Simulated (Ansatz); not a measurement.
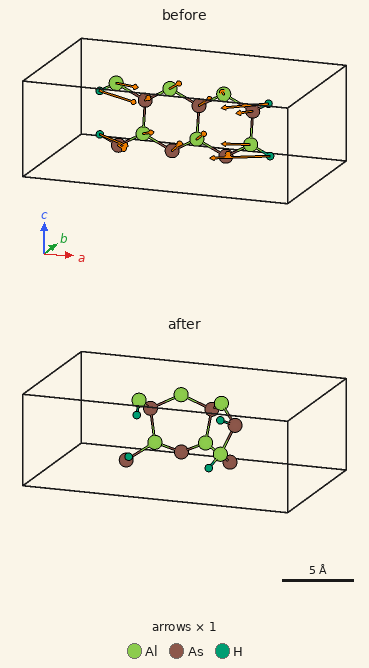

The structure of a wire of composition Al₃As₃H₂ before (top) and after (bottom) a relaxation, at one scale. The orange arrows give the displacements (the part carried along by the change of the cell is left out), at their true length.

A ball-and-stick model of the cell of the calculation, with the vacuum cut short, seen slightly off an axis.

Case: armchair ribbon, 6 formula units a period, edges capped with H.

Theory: DFT PBE, scalar-relativistic, plane waves, PAW (Ansatz).

The input:
```yaml
crystal:
  lattice:
    - [21.9, 0.0, 0.0]
    - [0.0, 9.7, 0.0]
    - [0.0, 0.0, 7.0291140696]
  atoms:
    - { symbol: Al, position: [0.7316358961, 0.4774173181, 0.3333333333] }
    - { symbol: Al, position: [0.5463271792, 0.4774173181, 0.3333333333] }
    - { symbol: Al, position: [0.6389815377, 0.4774173181, 0.8333333333] }
    - { symbol: Al, position: [0.3610184623, 0.4774173181, 0.3333333333] }
    - { symbol: Al, position: [0.4536728208, 0.4774173181, 0.8333333333] }
    - { symbol: Al, position: [0.2683641039, 0.4774173181, 0.8333333333] }
    - { symbol: As, position: [0.6389815377, 0.5225826819, 0.1666666667] }
    - { symbol: As, position: [0.7316358961, 0.5225826819, 0.6666666667] }
    - { symbol: As, position: [0.4536728208, 0.5225826819, 0.1666666667] }
    - { symbol: As, position: [0.5463271792, 0.5225826819, 0.6666666667] }
    - { symbol: As, position: [0.2683641039, 0.5225826819, 0.1666666667] }
    - { symbol: As, position: [0.3610184623, 0.5225826819, 0.6666666667] }
    - { symbol: H, position: [0.7938292969, 0.5077341604, 0.2214598395] }
    - { symbol: H, position: [0.2061707031, 0.5077341604, 0.7214598395] }
    - { symbol: H, position: [0.7907196269, 0.4937816817, 0.7729464858] }
    - { symbol: H, position: [0.2092803731, 0.4937816817, 0.2729464858] }
basis:
  ecutwfc: 420
kpoints:
  mp_grid: { grid: [1, 1, 5] }
hamiltonian:
  xc: pbe
scf:
  occupations: { method: gaussian, width: 0.05 }
output:
  forces: true
  stress: true
  eigenvalues: true
  populations: true
  write_density: true
  write_potential: true
  elf: true
  volumetric_format: npy
relax:
  adjacent_minimum: "off"
  f_tol: 0.02
  max_steps: 45
  cell: { fix: [a, b, alpha, beta, gamma], stress_tol: 0.03 }
```

Launched with:
```bash
ansatz run input.yaml --threads 4 --pin off --max-ram 11264MiB --backend cpu --events-out ev --progress --plain --runs-dir out
```

### Summarise the run.

The largest moves relative to the centre of the atoms, 4.45 Å, are those of H13 and H14. By element the largest moves are H 4.45 Å, As 2.23 Å, Al 2.14 Å. Along the periodic axis the drawn cell goes c 7.029 → 6.722 Å (−4.4 %). Some distances before and after: Al3–As8 2.384 → 2.444 Å, Al1–As8 2.384 → 2.419 Å, Al1–As7 2.384 → 2.413 Å, As11–H16 1.520 → 1.535 Å. Among the angles between lasting bonds that change: Al5–As12–Al6 116.7° → 92.7°, Al4–As11–H16 116.7° → 92.7°, Al3–As10–Al5 116.7° → 96.1°. After 29 accepted moves (31 points after the start) the energy has fallen by 1.241 eV per cell of the calculation. The largest force component goes from 0.33 to 0.012 eV/Å. The line search rejected the trial step at point 28 of the run. At 1 point the geometry stayed and the basis and grid were re-selected for the new cell (energy shift of 3.3 meV per cell of the calculation at most each time).
